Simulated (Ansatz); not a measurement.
# Run report: C, geometry relaxation (part 1 of 3)

System: C (slab, 20 atoms in the cell).
Method: DFT PBEsol, scalar-relativistic, plane waves, PAW, no spin polarisation (Ansatz 0.2.0).

The structure derives from an entry of the Crystallography Open Database. It belongs to a series of runs on one base structure; here: (0 0 1) slab, atoms relaxed. Figures and captions count atoms from 1; the log counts them from 0 in places.

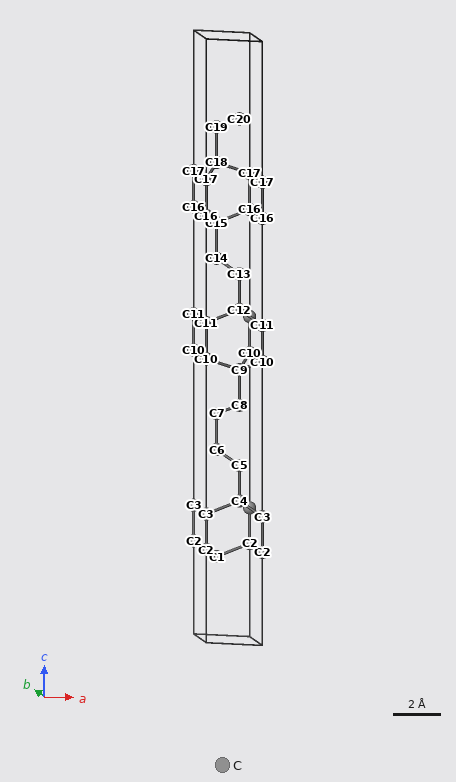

Fig. 1: The starting structure (ball-and-stick view of the cell of the calculation, with the vacuum cut short, seen slightly off an axis; atoms are numbered from 1 in the order of the input). An atom can appear more than once, as a periodic image.

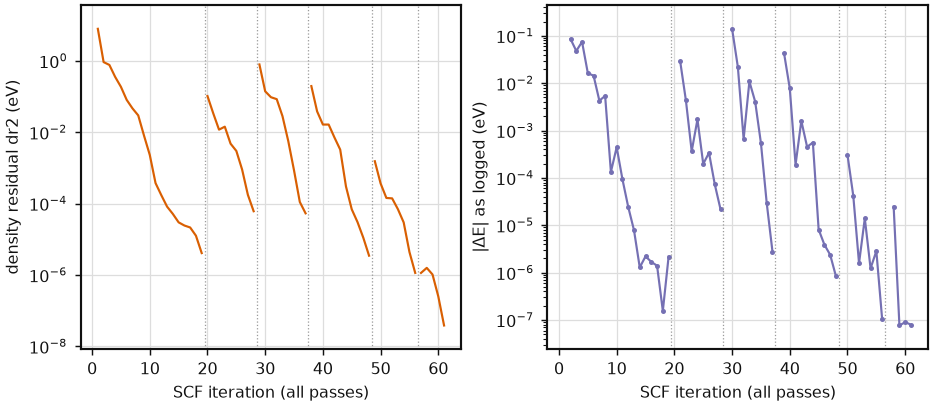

Fig. 2: Convergence of the self-consistent field: density residual dr2 and size of the energy change against the SCF iteration. The dotted lines part the SCF passes of the relaxation: geometry steps, rejected trials and re-solves on a re-selected basis. The 6 passes take 5 to 19 iterations each, 61 in all.

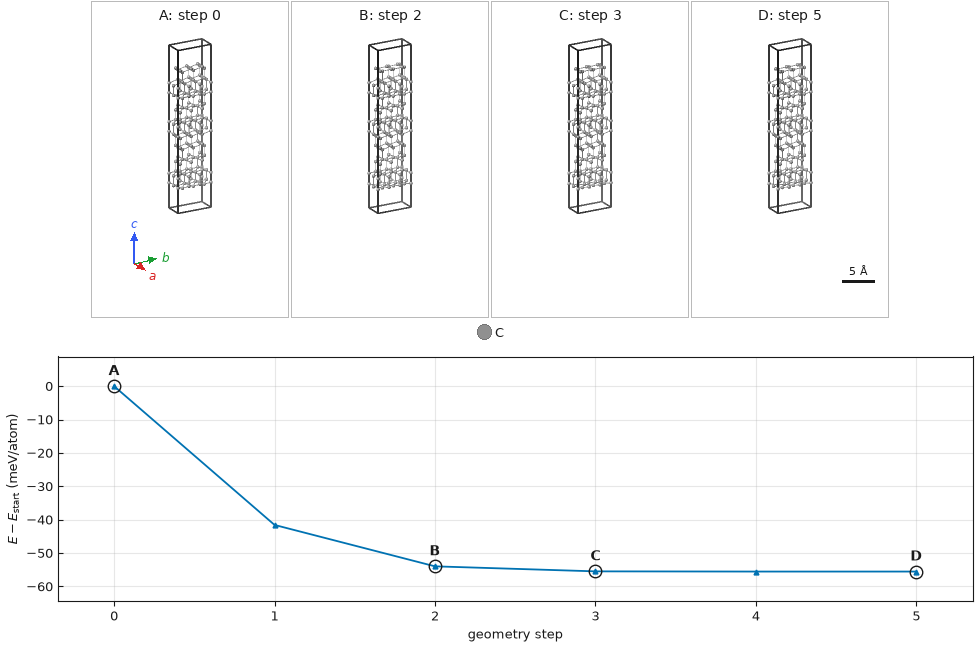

Fig. 3: Frames of the relaxation (ball-and-stick view of the 2 × 3 repeat of the cell, with the vacuum cut short, seen slightly off an axis) above the curves, on which the letters mark them (the first geometry is step 0 here and step 1 in the log).

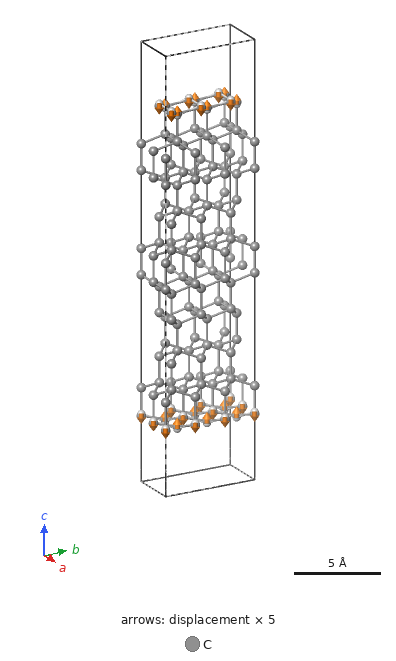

Fig. 4: Start (faint) and end (solid) with the displacements as orange arrows, magnified 5 times (ball-and-stick view of the 2 × 3 repeat of the cell, with the vacuum cut short, seen slightly off an axis). After 5 geometry steps the energy has fallen by 55.5 meV per atom. The largest force component goes from 4.8 to 0.01 eV/Å. The largest moves, 0.13 Å, are those of C1 and C20. The lattice vectors keep their values. Among the contacts that change: C18–C19 1.536 → 1.667 Å, C19–C20 1.537 → 1.471 Å, C16–C17 1.562 → 1.577 Å, C4–C5 1.537 → 1.552 Å. Among the angles that change: C1–C2–C3 109.7° → 100.3°, C2–C1–C2 109.3° → 116.9°. (Atoms are counted from 1 in the order of the input.)

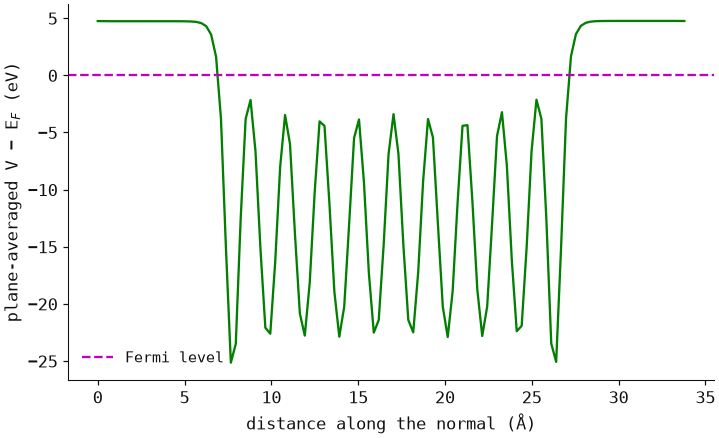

Fig. 5: Plane average of the electrostatic potential energy of an electron across the cell, from the Fermi level. The vacuum level lies 4.76 eV above the Fermi level on the upper side and 4.74 eV on the lower.

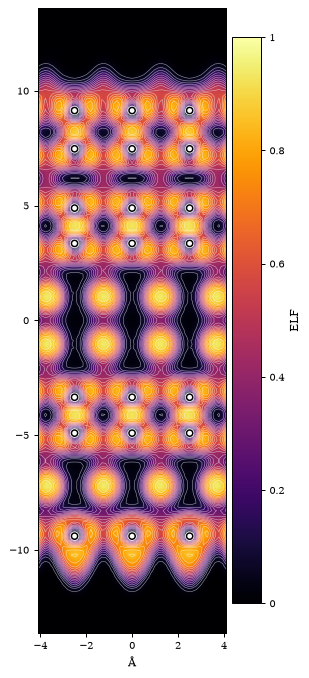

Fig. 6: ELF on the (11̄0) plane of the calculation cell, a cut from vacuum to vacuum. Circles mark the nuclei in the plane (C). The section cuts through C sites. C–C (1.54 Å): the ELF peaks at about 0.95 between the atoms (a shared electron pair). C–C (1.56 Å): the ELF peaks at about 0.95 between the atoms, which marks a shared electron pair. C–C (1.67 Å): the ELF peaks at about 0.90 between the atoms (a shared electron pair). Core electrons are frozen (PAW), so the fields are smoothed inside the atomic spheres.

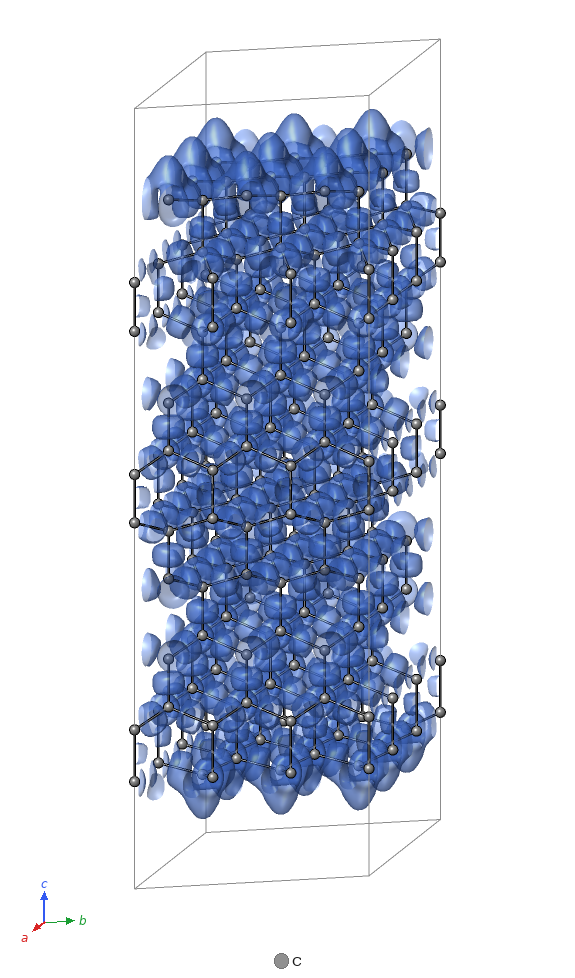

Fig. 7: Isosurface of the electron localisation function at 0.7 (blue), seen slightly off an axis. Core shells and regions of very low density are left out. Sticks mark near contacts. Along the contacts the grid gives the following. C–C (1.53 Å): the ELF peaks at about 0.95 between the atoms, which marks localised, shared-pair bonding.

The input and output of the run follow.

Input
```yaml
crystal:
  lattice:
    - [2.5068463374, 0.0, 0.0]
    - [-1.2534231687, 2.1709926116, 0.0]
    - [0.0, 0.0, 34.071592834]
  atoms:
    - { symbol: C, position: [0.3333333333, 0.6666666667, 0.2201247249] }
    - { symbol: C, position: [0.0, 0.0, 0.2352977179] }
    - { symbol: C, position: [0.0, 0.0, 0.2804227512] }
    - { symbol: C, position: [0.6666666667, 0.3333333333, 0.295504114] }
    - { symbol: C, position: [0.6666666667, 0.3333333333, 0.3406291472] }
    - { symbol: C, position: [0.3333333333, 0.6666666667, 0.3558021403] }
    - { symbol: C, position: [0.3333333333, 0.6666666667, 0.4016339824] }
    - { symbol: C, position: [0.6666666667, 0.3333333333, 0.416811764] }
    - { symbol: C, position: [0.6666666667, 0.3333333333, 0.4619062974] }
    - { symbol: C, position: [0.0, 0.0, 0.4770840789] }
    - { symbol: C, position: [0.0, 0.0, 0.5229159211] }
    - { symbol: C, position: [0.6666666667, 0.3333333333, 0.5380889141] }
    - { symbol: C, position: [0.6666666667, 0.3333333333, 0.5832139474] }
    - { symbol: C, position: [0.3333333333, 0.6666666667, 0.5982953102] }
    - { symbol: C, position: [0.3333333333, 0.6666666667, 0.6434203434] }
    - { symbol: C, position: [0.0, 0.0, 0.6585933364] }
    - { symbol: C, position: [0.0, 0.0, 0.7044251786] }
    - { symbol: C, position: [0.3333333333, 0.6666666667, 0.7196029601] }
    - { symbol: C, position: [0.3333333333, 0.6666666667, 0.7646974935] }
    - { symbol: C, position: [0.6666666667, 0.3333333333, 0.7798752751] }
basis:
  ecutwfc: 420
kpoints:
  mp_grid: { grid: [12, 12, 1] }
hamiltonian:
  xc: pbesol
scf:
  occupations: { method: gaussian, width: 0.05 }
output:
  forces: true
  eigenvalues: true
  write_density: true
  write_potential: true
  elf: true
  volumetric_format: npy
relax:
  adjacent_minimum: "off"
  f_tol: 0.02
  max_steps: 60
efield:
  axis: 3
  dipole_correction: true
  ramp_width: 0.04
```

Launched with:
```bash
ansatz run input.yaml --threads 2 --pin off --max-ram 5120MiB --backend cpu --events-out ev --progress --plain --runs-dir out
```

The program's output
```
Engine: ansatz 0.2.0, x86_64-unknown-linux-gnu
Pseudopotentials: kind: paw
Pseudopotential: C, paw, valence charge 4, recommended cutoff 420 eV (normal), C.paw.azcp
Functional definition: PBEsol
  exchange = pbesol_x
  correlation = pbesol_c
Crystal: 20 atoms, lattice volume = 185.429 Å³
Basis set: ecut = 420 eV, 3611 PW (Γ), exchange–correlation on 36×36×480 points (8 copies of the dense FFT grid, shifted against one another)
Bands: 60, of which v1, the nominal top of the filled ones, is band 40 counted from 1 (39 counted from 0)
Symmetry: 6 space group operations
Space group: P3m1 (ITA 156), of the structure as read, at distance tolerance 5.7e-5 Å
k-points: 19 of 144 (time reversal used)
Non-local potential: C, projectors of the file, l = 0: 2, l = 1: 2, l = 2: 1
PAW form: soft (Blöchl's): semilocal exchange-correlation on the pseudo side does not see the compensation charge
PAW frozen core: C, regenerated for the run's functional, and the local potential with it (the file was generated under x = pbe(κ = 0.804, μ = 0.2195149727645171), c = pbe(β = 0.06672455060314922))
PAW one-centre angular grid: C, 110 points (default); XC on 64 Gauss nodes
Initial density: superposition of atomic densities (neutral atoms: chi_scale 0, normalization atom), corrected by the library's trained network
Initial wavefunctions: pseudopotential atomic-orbital guess
Functional: x = pbesol(κ = 0.804, μ = 0.12345679012345678), c = pbesol(β = 0.046)
```
